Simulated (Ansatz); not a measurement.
Start from this file.

```
CELL_PARAMETERS angstrom
-2.79518 0.00000 0.00000
1.39759 -2.52621 0.00000
0.00000 0.00000 5.29923
ATOMIC_POSITIONS crystal
Ge 0.00000 0.00000 0.00000
Ge 0.99947 0.99895 0.50000
```

Q: What does this file describe?

A: The element is germanium. Strictly the space group is Cmmm (No. 65, within 0.01 Å). It is a distorted form of a primitive hexagonal structure, space group P6/mmm (No. 191) within 0.25 Å: simple hexagonal. The cell holds two atoms.

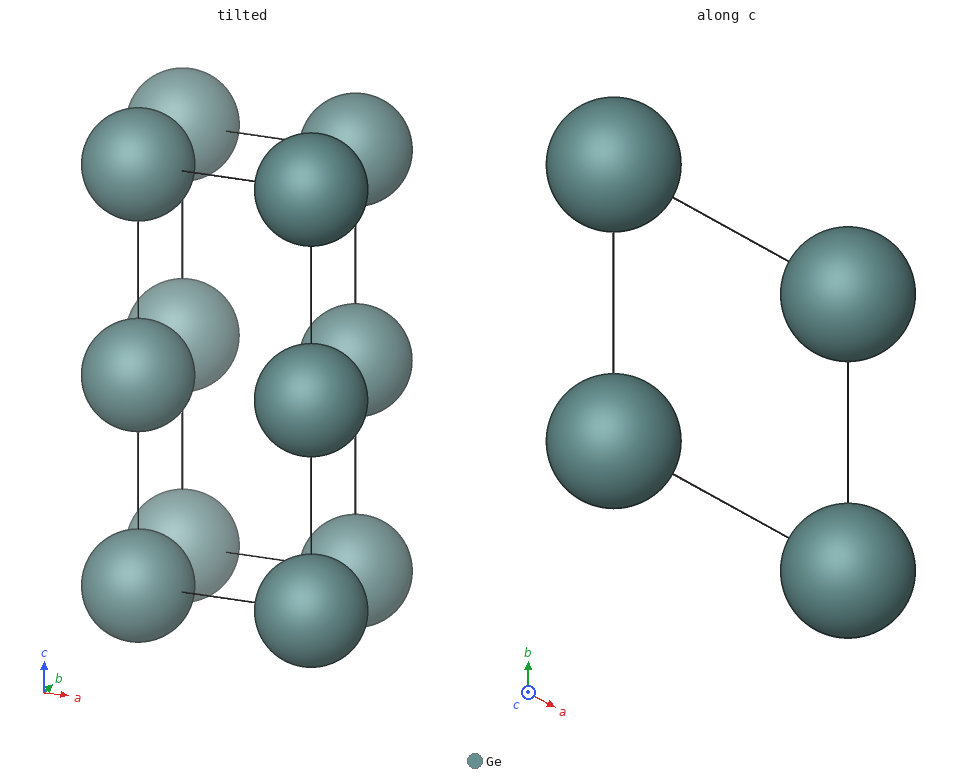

Drawn in the spheres-only manner and seen slightly off an axis and along the c axis. Atoms at the boundary of the unit cell (the box) are drawn once for each face, edge or corner they touch.

The cell started as a structure listed in the Materials Project. The geometry was optimised with Ansatz, DFT r2SCAN, scalar-relativistic, plane waves, PAW.
